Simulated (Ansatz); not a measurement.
System: FeGe.

```cif
data_structure
_symmetry_space_group_name_H-M 'P 1'
_symmetry_Int_Tables_number 1
_cell_length_a 4.7177
_cell_length_b 4.7177
_cell_length_c 3.7724
_cell_angle_alpha 90.000
_cell_angle_beta 90.000
_cell_angle_gamma 120.000
_cell_volume 72.71
loop_
_atom_site_label
_atom_site_type_symbol
_atom_site_fract_x
_atom_site_fract_y
_atom_site_fract_z
_atom_site_occupancy
Fe1 Fe 0.50000 0.00000 0.00000 1
Fe2 Fe 0.50000 0.50000 0.00000 1
Fe3 Fe 0.00000 0.50000 0.00000 1
Ge1 Ge 0.00000 0.00000 0.00000 1
Ge2 Ge 0.33333 0.66667 0.50000 1
Ge3 Ge 0.66667 0.33333 0.50000 1
```

Space group P6/mmm; a structure from a database of computed crystals, not necessarily the ambient phase; changed on purpose from its base cell (volume × 0.88, shape and atoms relaxed); computed pressure about 29 GPa in this cell; spin-polarised.

All numbers below come from DFT PBEsol, scalar-relativistic, plane waves, PAW in Ansatz.

What can the converged valence pseudo-density, electron localisation function and spin density tell about the bonding?

Answer. Fe–Fe (2.36 Å): ρ is about 0.47 e/Å³ halfway; the ELF is about 0.30 at the midpoint (no localised pair shows between them).
The spin density sits on Fe: +1.1 μB (×3) in one cell of 6 atoms: parallel main moments (a ferromagnetic arrangement) in this solution. The cell of the calculation (6 atoms) carries 3.3 μB of net spin moment.

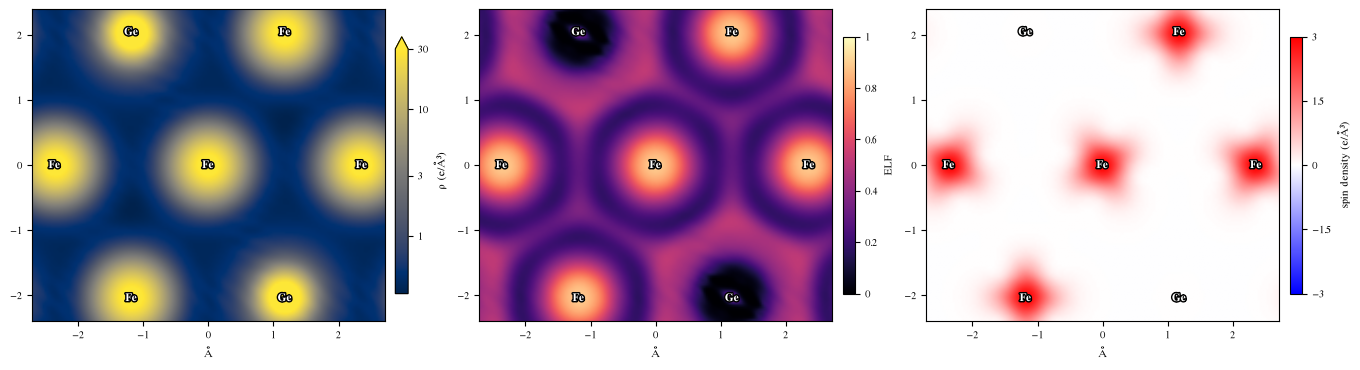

Computed valence pseudo-density, electron localisation function and spin density on the (001) plane of the conventional cell, in this order. 

In a PAW calculation such maps are meaningful between the atoms, not at the nuclei.
